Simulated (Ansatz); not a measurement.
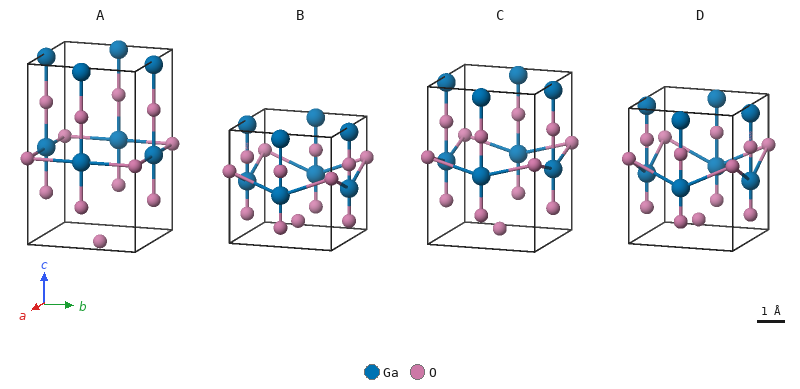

4 geometries from one relaxation of solid Ga$_{2}$O$_{3}$ (a generated structure, set up in I4mm) (coarse preliminary run), in shuffled order. A ball-and-stick model of the conventional cell (2 times the calculation's cell), seen slightly off an axis. Lengths and directions refer to the drawn axes.

Computed with Ansatz 0.2.0, DFT PBE, scalar-relativistic, plane waves, PAW. Set-up: plane-wave cutoff 420 eV; k-point mesh 6 × 6 × 6; occupations gaussian; smearing width 0.1 eV; no spin polarisation; cell and atoms relaxed; force threshold 0.04 eV/Å; at most 70 steps.

### Put them in the order of the run, from the start to the converged end.

B, D, C, A. They are steps 0, 4, 8, 20, at +24019 meV per atom, +5530 meV per atom, +1558 meV per atom relative to the last. After 17 accepted moves (20 points after the start) the energy has fallen by 24019 meV per atom. Largest force component: 170 eV/Å at the start, 0.0013 eV/Å at the end. The pressure goes from 941.53 to 0.04 GPa. At 3 points the geometry stayed and the basis and grid were re-selected for the new cell (energy shift of 844 meV per atom at most each time). An O atom moves most relative to the cell: 1.12 Å along −c. Largest moves by element: O 1.12 Å, Ga 0.16 Å. The drawn cell changes as follows: a = b 4.109 → 4.337 Å (+5.6 %), c 4.410 → 7.033 Å (+59.5 %); the volume changes by +77.7 %. Among the contacts that change: Ga–Ga 2.205 → 3.516 Å, Ga–O 0.946 → 1.758 Å, Ga–O 1.259 → 1.758 Å, Ga–O 2.205 → 2.169 Å. Bonds break: Ga–Ga (2.21 → 3.52 Å). Among the angles between lasting bonds that change: O–Ga–O 137.4° → 180.0°, Ga–O–Ga 137.4° → 180.0°, O–Ga–O 111.3° → 90.0°. The space group (tolerance 0.01 Å) goes from I4mm (No. 107) to I4/mmm (No. 139).
